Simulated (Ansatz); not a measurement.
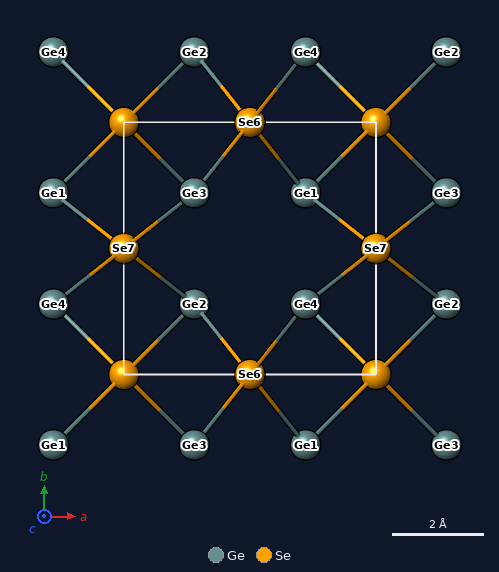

Crystalline Ge4Se3 (a generated structure, set up in P-43m) (coarse preliminary run), before the relaxation. The picture is a ball-and-stick view of the cell of the calculation, seen along the c axis.

Computed with DFT PBE, scalar-relativistic, plane waves, PAW in Ansatz.

Input
```yaml
crystal:
  lattice:
    - [5.56408048, 0.0, 0.0]
    - [0.0, 5.56408048, 0.0]
    - [0.0, 0.0, 5.56408048]
  atoms:
    - { symbol: Ge, position: [0.72068733, 0.72068733, 0.72068733] }
    - { symbol: Ge, position: [0.27931267, 0.27931267, 0.72068733] }
    - { symbol: Ge, position: [0.27931267, 0.72068733, 0.27931267] }
    - { symbol: Ge, position: [0.72068733, 0.27931267, 0.27931267] }
    - { symbol: Se, position: [0.0, 0.0, 0.5] }
    - { symbol: Se, position: [0.5, 0.0, 0.0] }
    - { symbol: Se, position: [0.0, 0.5, 0.0] }
basis:
  ecutwfc: 420
kpoints:
  mp_grid: { grid: [4, 4, 4] }
hamiltonian:
  xc: pbe
scf:
  occupations: { method: gaussian, width: 0.1 }
  lower_state_search: "off"
output:
  forces: true
  stress: true
  eigenvalues: true
relax:
  adjacent_minimum: "off"
  f_tol: 0.04
  max_steps: 70
  cell: { stress_tol: 0.4 }
```

Command:
```bash
ansatz run input.yaml --threads 1 --pin off --max-ram 2048MiB --backend cpu --events-out ev --progress --plain --runs-dir out
```

Where does the relaxation end?

Answer. The energy falls by 1.272 eV per cell of the calculation in 3 accepted moves (4 points after the start). The largest force component goes from 1.1 to 0.014 eV/Å. The pressure goes from 7.53 to −0.10 GPa. The SCF was repeated once at an unchanged geometry on a basis and grid sized afresh for the cell, which shifted the energy by 0.2 meV per cell of the calculation at most. The largest moves relative to the cell, 0.30 Å, are those of Ge1, Ge2, Ge3 and Ge4. Ge1 goes along [−1 −1 −1]. Se stays in place. The drawn cell changes as follows: a = b = c 5.564 → 5.545 Å (−0.3 %); the volume changes by −1.0 %. Among the contacts that change: Ge1–Se5 2.518 → 2.651 Å. Among the angles between lasting bonds that change: Ge1–Se6–Ge4 121.6° → 133.3°, Se5–Ge4–Se6 102.8° → 95.4°, Ge1–Se6–Ge2 103.8° → 99.0°. The space group stays P-43m (No. 215).

Step by step:

| step | E − E(0), meV/atom | largest force component, eV/Å | pressure, GPa | volume, Å³/atom | note |
| --- | --- | --- | --- | --- | --- |
| 0 | 0.00 | 1.0894 | 7.53 | 24.608 |  |
| 1 | -160.59 | 0.3395 | 0.02 | 25.481 |  |
| 2 | -164.62 | 0.4369 | 0.30 | 23.584 |  |
| 3 | -181.68 | 0.0145 | -0.10 | 24.361 |  |
| 4 | -181.64 | 0.0145 | -0.10 | 24.361 | same geometry, new basis |

Final geometry:

```xyz
7
Lattice="5.5454 0.0000 0.0000 0.0000 5.5454 0.0000 0.0000 0.0000 5.5454" Properties=species:S:1:pos:R:3 pbc="T T T"
Ge    3.8242    3.8242    3.8242
Ge    1.7211    1.7211    3.8242
Ge    1.7211    3.8242    1.7211
Ge    3.8242    1.7211    1.7211
Se    0.0000    0.0000    2.7727
Se    2.7727    0.0000    0.0000
Se    0.0000    2.7727    0.0000
```

After the run, drawn alike:

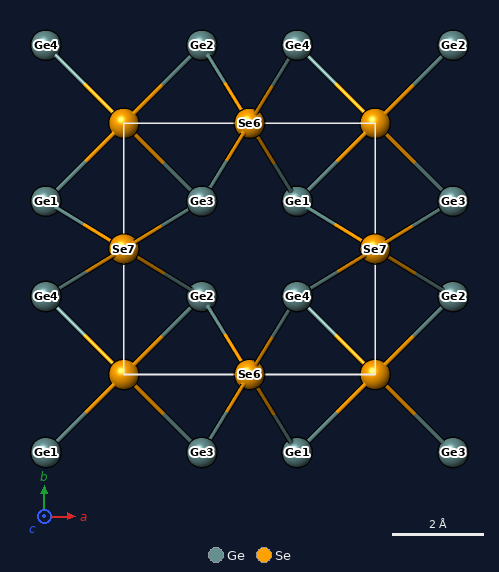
